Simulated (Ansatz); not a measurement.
**WSi: single-point calculation (part 1 of 2)**

WSi (F-43m, 2 atoms in the cell), computed with DFT r2SCAN, scalar-relativistic, plane waves, PAW, spin-polarised (Ansatz 0.2.0).

The structure was built on a prototype by a generator; it need not be a known phase. It belongs to a series of runs on one base structure; here: large parallel starting moments. Figures and captions count atoms from 1; the log counts them from 0 in places.

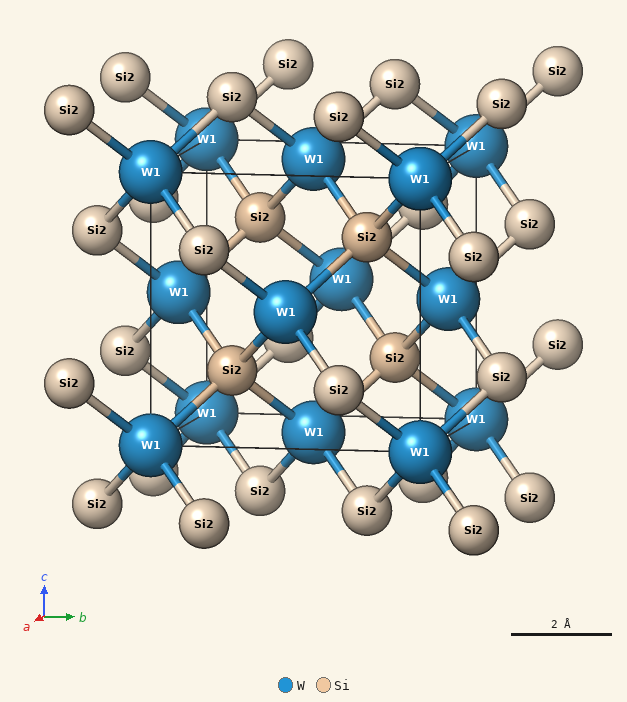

Figure 1. The structure (ball-and-stick view of the cell 4 times as large as that of the calculation, set on its symmetry axes, seen slightly off an axis; neighbours outside the cell are drawn fainter; atoms are numbered from 1 in the order of the input). An atom can appear more than once, as a periodic image. Near neighbours in the periodic cell (some may lie outside the picture): W has 4 Si at 2.39 Å; Si has 4 W at 2.39 Å.

### Input
```yaml
crystal:
  lattice:
    - [0.0, 2.7631810472, 2.7631810472]
    - [2.7631810472, 0.0, 2.7631810472]
    - [2.7631810472, 2.7631810472, 0.0]
  atoms:
    - { symbol: W, position: [0.0, 0.0, 0.0], spin: 2.5 }
    - { symbol: Si, position: [0.25, 0.25, 0.25] }
basis:
  ecutwfc: 500
kpoints:
  mp_grid: { grid: [14, 14, 14] }
hamiltonian:
  xc: r2scan
scf:
  occupations: { method: gaussian, width: 0.1 }
  lower_state_search: "off"
output:
  forces: true
  stress: true
  eigenvalues: true
  populations: true
magnetization:
  spin_polarized: true
```

Launched with:
```bash
ansatz run input.yaml --threads 1 --pin off --max-ram 2560MiB --backend cpu --events-out ev --progress --plain --runs-dir out
```

### What the program printed
```
Engine: ansatz 0.2.0, x86_64-unknown-linux-gnu
Pseudopotentials: kind: paw
Pseudopotential: W, paw, valence charge 14, recommended cutoff 500 eV (meta_gga), W.paw.azcp
Pseudopotential: Si, paw, valence charge 4, recommended cutoff 500 eV (meta_gga), Si.paw.azcp
Functional definition: r2SCAN
  parameter k0 = 0.174
  parameter k1 = 0.065
  parameter a1 = 4.9479
  exchange = r2scan_x(k0 = k0, k1 = k1, a1 = a1)
  correlation = r2scan_c
Crystal: 2 atoms, lattice volume = 42.195 Å³
Basis set: ecut = 500 eV, 1067 PW (Γ), exchange–correlation on 120×120×120 points (64 copies of the dense FFT grid, shifted against one another)
Bands: 15, of which v1, the nominal top of the filled ones, is band 9 counted from 1 (8 counted from 0)
Symmetry: 24 space group operations
Space group: F-43m (ITA 216), of the structure as read, at distance tolerance 3.5e-5 Å
Magnetic group: BNS 216.74 (UNI 1576), of the structure as read, at distance tolerance 3.5e-5 Å
k-points: 104 of 2744 (time reversal used)
Non-local potential: W, projectors of the file, l = 0: 3, l = 1: 2, l = 2: 2, l = 3: 1
Non-local potential: Si, projectors of the file, l = 0: 2, l = 1: 2, l = 2: 2
PAW form: soft (Blöchl's): semilocal exchange-correlation on the pseudo side does not see the compensation charge
PAW frozen core: W, regenerated for the run's functional (the file was generated under x = pbe(κ = 0.804, μ = 0.2195149727645171), c = pbe(β = 0.06672455060314922))
PAW frozen core: Si, regenerated for the run's functional (the file was generated under x = pbe(κ = 0.804, μ = 0.2195149727645171), c = pbe(β = 0.06672455060314922))
PAW one-centre angular grid: W, 590 points (default); XC on 160 Gauss nodes
PAW one-centre angular grid: Si, 302 points (default); XC on 160 Gauss nodes
Initial density: superposition of atomic densities (chi_scale 0.1, normalization cell)
Starting moments: Σ|m| = 2.5 μB on 1 of 2 sites
Initial wavefunctions: pseudopotential atomic-orbital guess
Functional: x = r2scan, c = r2scan; τ floored in thin density (d = 2e-4 eV/Å³)
```
